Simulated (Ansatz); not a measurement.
# P: single-point calculation

System: P (Imma, 2 atoms in the cell).
Method: DFT r2SCAN, scalar-relativistic, plane waves, PAW, no spin polarisation (Ansatz 0.2.0).

The structure derives from a Materials Project entry. It belongs to a series of runs on one base structure; here: ratio of the length along z to the lengths across it x 0.85, volume and fractional coordinates fixed. Figures and captions count atoms from 1; the log counts them from 0 in places.

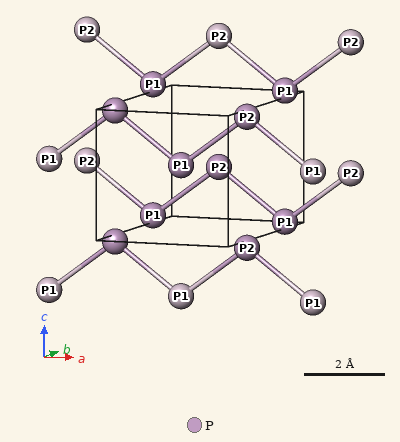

*The structure as given in the input (ball-and-stick view of the cell 2 times as large as that of the calculation, set on its symmetry axes, seen slightly off an axis; neighbours outside the cell are drawn fainter; atoms are numbered from 1 in the order of the input).*

Near neighbours in the crystal (not all of them lie inside the picture): P has 2 P at 2.22 Å.

Key numbers

```csv
quantity,value
outcome,converged
space group (tolerance 0.01 Å),Imma (74)
electrons treated,10
free energy,−1517.8336 eV
Fermi energy,9.831 eV
gap on the k-point mesh,none (metallic)
pressure,0.79 GPa
largest force (length of the vector),0.857 eV/Å
hardware,"1 thread of Intel Xeon @ 2.50GHz (Skylake/Cascade Lake), 192 GiB of memory available, shared host"
wall time,73 s
peak memory,0.8 GiB
```

Input file
```yaml
crystal:
  lattice:
    - [-1.7856716574, 2.6551772123, 1.6680623855]
    - [1.7856716574, -2.6551772123, 1.6680623855]
    - [1.7856716574, 2.6551772123, -1.6680623855]
  atoms:
    - { symbol: P, position: [0.80330911, 0.05330911, 0.75] }
    - { symbol: P, position: [0.19669089, 0.94669089, 0.25] }
basis:
  ecutwfc: 500
kpoints:
  mp_grid: { grid: [20, 20, 20] }
hamiltonian:
  xc: r2scan
scf:
  occupations: { method: gaussian, width: 0.15 }
output:
  forces: true
  stress: true
  eigenvalues: true
  write_density: true
  write_potential: true
  elf: true
  volumetric_format: npy
```

Launch command:
```bash
ansatz run input.yaml --threads 1 --pin off --max-ram 2560MiB --backend cpu --events-out ev --progress --plain --runs-dir out
```

Output
```
Engine: ansatz 0.2.0, x86_64-unknown-linux-gnu
Pseudopotentials: kind: paw
Pseudopotential: P, paw, valence charge 5, recommended cutoff 500 eV (meta_gga), P.paw.azcp
Functional definition: r2SCAN
  parameter k0 = 0.174
  parameter k1 = 0.065
  parameter a1 = 4.9479
  exchange = r2scan_x(k0 = k0, k1 = k1, a1 = a1)
  correlation = r2scan_c
Crystal: 2 atoms, lattice volume = 31.635 Å³
Basis set: ecut = 500 eV, 813 PW (Γ), exchange–correlation on 108×108×108 points (64 copies of the dense FFT grid, shifted against one another)
Bands: 9, of which v1, the nominal top of the filled ones, is band 5 counted from 1 (4 counted from 0)
Symmetry: 8 space group operations
Space group: Imma (ITA 74), of the structure as read, at distance tolerance 3.2e-5 Å
k-points: 1166 of 8000
Non-local potential: P, projectors of the file, l = 0: 2, l = 1: 2, l = 2: 2
PAW form: soft (Blöchl's): semilocal exchange-correlation on the pseudo side does not see the compensation charge
PAW frozen core: P, regenerated for the run's functional (the file was generated under x = pbe(κ = 0.804, μ = 0.2195149727645171), c = pbe(β = 0.06672455060314922))
PAW one-centre angular grid: P, 302 points (default); XC on 160 Gauss nodes
Initial density: superposition of atomic densities (neutral atoms: chi_scale 0, normalization atom), corrected by the library's trained network
Initial wavefunctions: pseudopotential atomic-orbital guess
Functional: x = r2scan, c = r2scan; τ floored in thin density (d = 2e-4 eV/Å³)
SCF iter   1: F=—  HF=-1517.800299 eV  |F-HF|=—  |Δ(HF+E_count)|=         —  Δρ=5.53e-3  dr2=6.15e-3  dr2_τ=1.14e-2  ethr=1.77e-3  ⟨swp⟩=6.6  Hψ=92671  notcnv=0
preconditioner: auto → none  [metal: Δε(μ)=0.014 eV  Ē_g=11.594 eV  σ=0.150 eV  W_gap=0.05  n_scr=8 (ndim 8)  ℏωp=20.9 eV  f_vac=0.000  D(μ)=0.38/eV (n_scr^D=0)  sad-step TF]
SCF iter   2: F=—  HF=-1517.833115 eV  |F-HF|=—  |Δ(HF+E_count)|=   3.28e-2  Δρ=3.85e-3  dr2=2.92e-3  dr2_τ=5.44e-5  ethr=6.15e-5  ⟨swp⟩=2.0  Hψ=29482  notcnv=0
SCF iter   3: F=—  HF=-1517.833582 eV  |F-HF|=—  |Δ(HF+E_count)|=   4.67e-4  Δρ=7.20e-4  dr2=1.57e-4  dr2_τ=8.94e-6  ethr=2.92e-5  ⟨swp⟩=2.1  Hψ=16350  notcnv=0
SCF iter   4: F=—  HF=-1517.833615 eV  |F-HF|=—  |Δ(HF+E_count)|=   3.32e-5  Δρ=3.24e-4  dr2=2.41e-5  dr2_τ=2.45e-6  ethr=1.57e-6  ⟨swp⟩=2.2  Hψ=16416  notcnv=0
SCF iter   5: F=—  HF=-1517.833627 eV  |F-HF|=—  |Δ(HF+E_count)|=   1.22e-5  Δρ=3.76e-5  dr2=3.39e-7  dr2_τ=1.22e-8  ethr=2.41e-7  ⟨swp⟩=2.2  Hψ=16128  notcnv=0
SCF iter   6: F=-1517.833627 eV  HF=-1517.833627 eV  |F-HF|=2.67e-8  |Δ(HF+E_count)|=   1.23e-7  Δρ=1.50e-5  dr2=5.76e-8  dr2_τ=1.23e-9  ethr=1.00e-9  ⟨swp⟩=12.5  Hψ=86037  notcnv=0
SCF 1 converged in 6 iterations: F = -1517.833627 eV  dr2 = 5.76e-8
  greatest PAW one-centre occupation: 0.805 electrons in one spin orbital (limit 2), on the P atom at site 1 (counted from 0), in its partial waves of l = 0
```

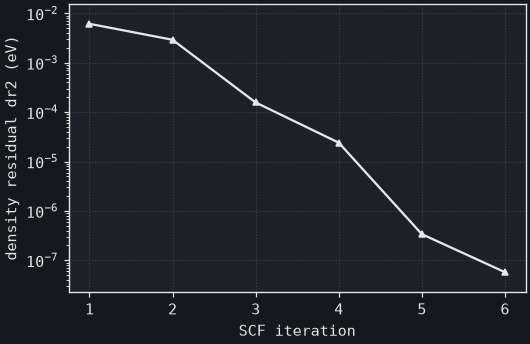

*Convergence of the self-consistent field: density residual dr2 against the SCF iteration.*

The residual falls at every step.

```
SCF converged after 6 iterations
Free energy (F): -1517.833627 eV
Harris-Foulkes:  -1517.833627 eV  (|F-HF|=2.67e-8)
Internal energy: -1517.829472 eV  (E = F + TS)
E sigma→0 (E₀):  -1517.831550 eV
Entropy (-TS):   -0.004155 eV (-2.078 meV/atom)
Fermi energy:    9.830926 eV
--- Per-component energies (eV) ---
  E_band       = 28.471485
  E_kinetic    = 141.203466
  E_local      = -68.908785  (includes V_loc(G=0)·N_el)
  E_nonlocal   = 66.015097
  E_hartree    = 15.394056
  E_xc         = -117.131963
  E_vxc        = -131.157381  (∫ρ·V_xc dr)
  E_paw        = -1151.382592  (= ΣΔE_a)
  E_vpaw       = -15.586019  (= ΣTr[D̂ρ^β])
  E_aug_tail   = 0.000001  (compensation charges beyond the density's cutoff)
  E_vtau       = 6.118408  (kinetic-family band-sum trace: ∫τ·v_τ [+ j·A + Jᵃ·Aᵃ] dr)
  E_ewald      = -402.837068
  E_core_change = -0.181684  (= ΣΔE_core)
  E_smearing   = -0.004155  (= −TS)
  E_closure    = -0.000000  (closes the sum)
  Σ components = -1517.833627   (vs F -1517.833627, Δ=0.00e0)
--- Forces (eV/Å), atoms counted from 1 ---
  atom   1  P      0.00000000     0.00000000    -0.85659077
  atom   2  P      0.00000000     0.00000000     0.85659077
  max |Σ_I F_I| component: 0.00e0 eV/Å
--- Stress (GPa, compression-positive) ---
       -2.822258       0.000000       0.000000
        0.000000     -13.607640       0.000000
        0.000000       0.000000      18.799379
  P = ⅓ Tr σ = 0.7898 GPa (7.898 kbar)
--- Band table (eV; the first three rows and the last of 1166) ---
  k-point 0: bands = ["-6.9995", "5.5884", "7.3956", "7.8549", "8.8409", "11.4581", "12.3298", "14.6551", "16.2592"]
  k-point 1: bands = ["-6.9597", "5.1971", "7.5834", "7.8464", "8.9061", "11.3893", "12.3926", "14.7623", "15.8585"]
  k-point 2: bands = ["-6.8402", "4.3700", "7.7727", "7.8226", "9.1353", "11.1956", "12.5843", "15.0408", "15.3996"]
  k-point 1165: bands = ["-4.0900", "1.4782", "3.1450", "3.6816", "6.0672", "10.5146", "18.2014", "18.4808", "19.0085"]
```

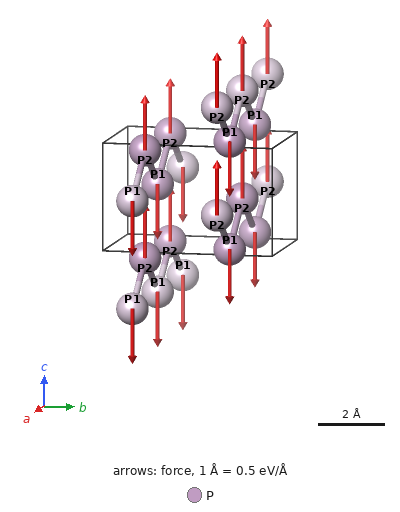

*Forces on the atoms as red arrows (ball-and-stick view of the cell 2 times as large as that of the calculation, set on its symmetry axes, seen slightly off an axis; neighbours outside the cell are drawn fainter; atoms are numbered from 1 in the order of the input).*

The largest act on P1, P2 (0.86 eV/Å). The geometry is not a stationary point of this energy.

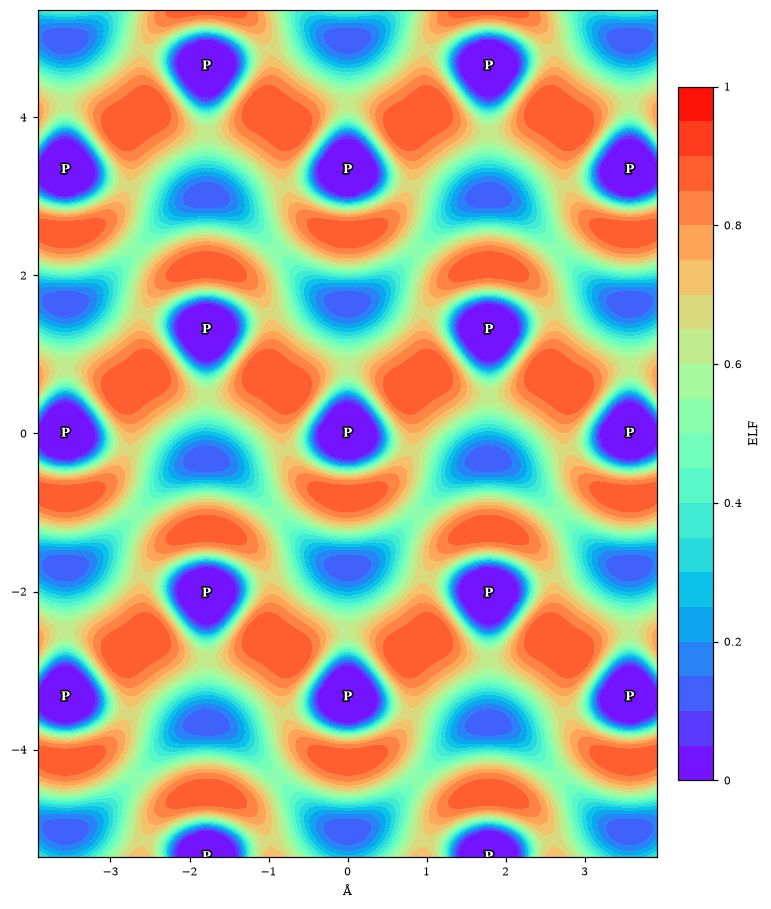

*ELF on the (010) plane of the conventional cell.*

The section cuts through P sites. P–P (2.22 Å): the ELF peaks at about 0.90 between the atoms (localised, shared-pair bonding). The fields are those of the smooth PAW valence density.

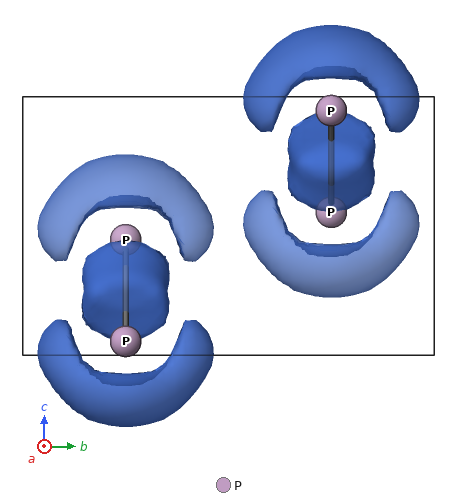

*Isosurface of the electron localisation function at 0.75 (blue), seen along the a axis. Only the valence region is drawn (cores and ρ < 0.01 e/Å³ removed). Sticks mark near contacts. The outline is the cell set on symmetry axes.*

Values along the shortest contacts: P–P (2.22 Å): the ELF peaks at about 0.90 between the atoms, which marks localised, shared-pair bonding.

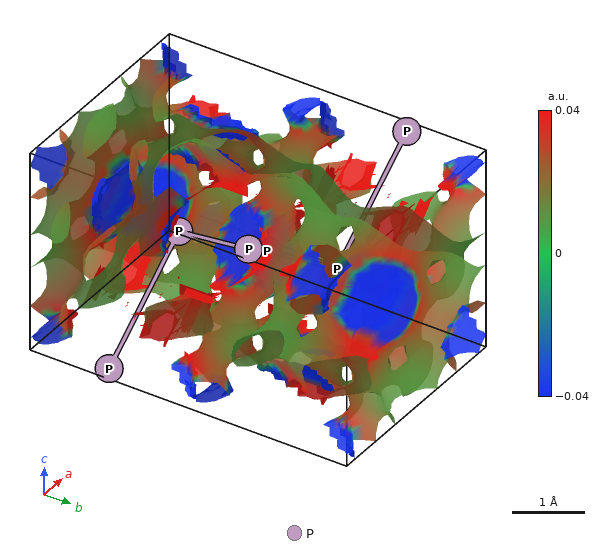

*Non-covalent interaction (NCI) plot: the surface where the reduced density gradient is 0.5, for densities under 0.05 a.u., coloured by sign(λ₂)ρ; seen at an oblique angle. The outline is the cell set on symmetry axes.*

Extended surface: van der Waals contact with attractive (blue) spots; between P on one side and P on the other: a weak, van der Waals-like contact (green) (×8).
